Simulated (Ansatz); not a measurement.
System: Li (slab).

The calculation's input:

```
crystal:
  lattice:
    - [17.8258881403, 0.0, 0.0]
    - [-1.9806542378, 2.8010680855, 0.0]
    - [0.0, 0.0, 21.703184479]
  atoms:
    - { symbol: Li, position: [0.0, 0.0, 0.0691142814] }
    - { symbol: Li, position: [0.1666666667, 0.5, 0.1808857186] }
    - { symbol: Li, position: [0.1666666667, 0.0, 0.0691142814] }
    - { symbol: Li, position: [0.3333333333, 0.5, 0.1808857186] }
    - { symbol: Li, position: [0.3333333333, 0.0, 0.0691142814] }
    - { symbol: Li, position: [0.5, 0.5, 0.1808857186] }
    - { symbol: Li, position: [0.5, 0.0, 0.0691142814] }
    - { symbol: Li, position: [0.6666666667, 0.5, 0.1808857186] }
    - { symbol: Li, position: [0.6666666667, 0.0, 0.0691142814] }
    - { symbol: Li, position: [0.8333333333, 0.5, 0.1808857186] }
    - { symbol: Li, position: [0.8333333333, 1.0, 0.0691142814] }
    - { symbol: Li, position: [0.0, 0.5, 0.1808857186] }
    - { symbol: Li, position: [1.0, 1.0, 0.2926571557] }
    - { symbol: Li, position: [0.1666666667, 0.5, 0.4044285929] }
    - { symbol: Li, position: [0.1666666667, 1.0, 0.2926571557] }
    - { symbol: Li, position: [0.3333333333, 0.5, 0.4044285929] }
    - { symbol: Li, position: [0.3333333333, 1.0, 0.2926571557] }
    - { symbol: Li, position: [0.5, 0.5, 0.4044285929] }
    - { symbol: Li, position: [0.5, 1.0, 0.2926571557] }
    - { symbol: Li, position: [0.6666666667, 0.5, 0.4044285929] }
    - { symbol: Li, position: [0.6666666667, 1.0, 0.2926571557] }
    - { symbol: Li, position: [0.8333333333, 0.5, 0.4044285929] }
    - { symbol: Li, position: [0.8333333333, 1.0, 0.2926571557] }
    - { symbol: Li, position: [0.0, 0.5, 0.4044285929] }
    - { symbol: Li, position: [0.1666666667, 1.0, 0.51620003] }
basis:
  ecutwfc: 420
kpoints:
  mp_grid: { grid: [3, 14, 1] }
hamiltonian:
  xc: pbesol
scf:
  occupations: { method: gaussian, width: 0.1 }
output:
  forces: true
  eigenvalues: true
  populations: true
  write_density: true
  write_potential: true
  elf: true
  volumetric_format: npy
relax:
  adjacent_minimum: "off"
  f_tol: 0.02
  max_steps: 45
  constraints: [{ sites: [0, 1, 2, 3, 4, 5, 6, 7, 8, 9, 10, 11] }]
efield:
  axis: 3
  dipole_correction: true
  ramp_width: 0.04
```

Launched as:

```sh
ansatz run input.yaml --threads 4 --pin off --max-ram 9216MiB --backend cpu --events-out ev --progress --plain --runs-dir out
```

The fields are those of the relaxed geometry.

Computed without spin polarisation.

All numbers below come from Ansatz 0.2.0, DFT PBEsol, scalar-relativistic, plane waves, PAW.

### Predict the valence pseudo-density and electron localisation function between the atoms.

Li–Li (2.84 Å): the density is about 0.06 e/Å³ at the midpoint; the ELF is about 0.50 at the midpoint.
Li–Li (2.94 Å): the density is about 0.06 e/Å³ at the midpoint; the ELF peaks at about 0.70 between the atoms.
Li–Li (2.97 Å): ρ is about 0.05 e/Å³ halfway; the ELF is about 0.50 at the midpoint.

### Metal or insulator at this level of theory?

It is gapless in this calculation (a metal or semimetal).

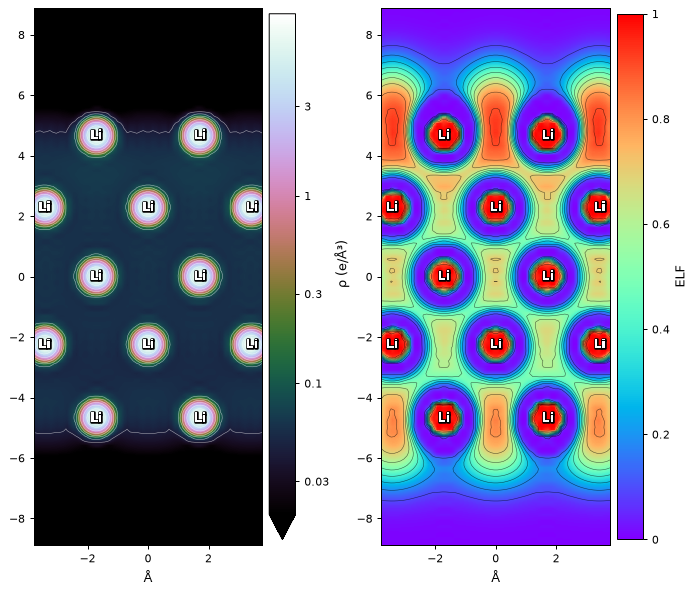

Computed valence pseudo-density and electron localisation function on the (100) plane of the calculation cell, a cut from vacuum to vacuum, in this order. 

The density is the valence pseudo-density of a PAW calculation; it isn't the true density close to the nuclei.
